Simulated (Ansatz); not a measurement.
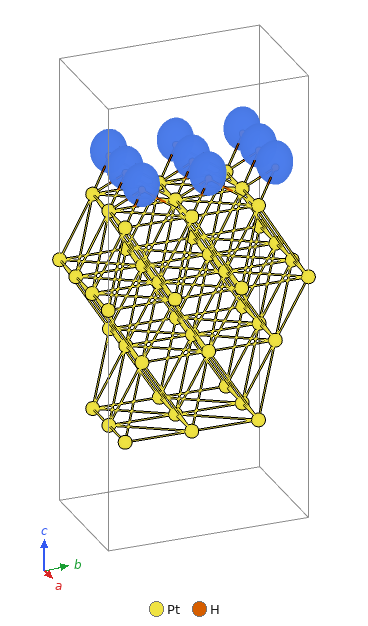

Figure 1: HPt$_{4}$ (slab). Isosurface of the electron localisation function at 0.65 (blue), seen slightly off an axis. Core shells and regions of very low density are left out. Sticks mark near contacts.

Computed without spin polarisation.

All numbers below come from Ansatz 0.2.0, DFT PBE+D3(BJ), scalar-relativistic, plane waves, PAW.

In a PAW calculation such maps are meaningful between the atoms, not at the nuclei.

### Where are the electrons localised?

The ELF exceeds this value in one region around a hydrogen nucleus, counted in one cell of 5 atoms. Counts are for one cell; the picture repeats the cell along the surface. Profiles from the grid: Pt–H (1.85 Å): the ELF climbs to about 1 towards the hydrogen. Pt–Pt (2.78 Å): the ELF is about 0.30 at the midpoint; no localised pair shows between them.
